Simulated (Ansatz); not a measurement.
Consider ScAl.

```
CELL_PARAMETERS angstrom
-3.29071 0.00000 0.00000
0.00000 0.00000 -4.33681
0.00000 -17.01727 0.00000
ATOMIC_POSITIONS crystal
Sc 0.00000 0.50000 0.05649
Sc 0.50000 0.50000 0.73278
Sc 0.00000 0.00000 0.26722
Sc 0.50000 0.00000 0.94351
Al 0.00000 0.50000 0.88321
Al 0.50000 0.50000 0.20692
Al 0.00000 0.00000 0.79308
Al 0.50000 0.00000 0.11679
```

Space group Pmmn; a structure from a database of computed crystals, not necessarily the ambient phase; not relaxed (largest force 0.6 eV/Å).

These are results of Ansatz 0.2.0, DFT PBEsol, scalar-relativistic, plane waves, PAW, not measurements.

**Predict the valence pseudo-density and electron localisation function between the atoms.**

Al–Al (2.66 Å): ρ is about 0.26 e/Å³ halfway; the ELF peaks at about 0.80 between the atoms.

**Does the calculation give a band gap?**

It is gapless in this calculation (a metal or semimetal).

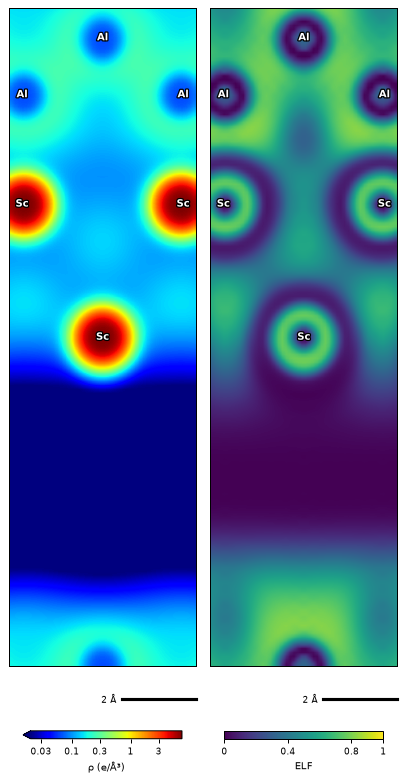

Computed valence pseudo-density and electron localisation function on the (100) plane of the conventional cell, in this order. 

The density is the valence pseudo-density of a PAW calculation; it isn't the true density close to the nuclei.
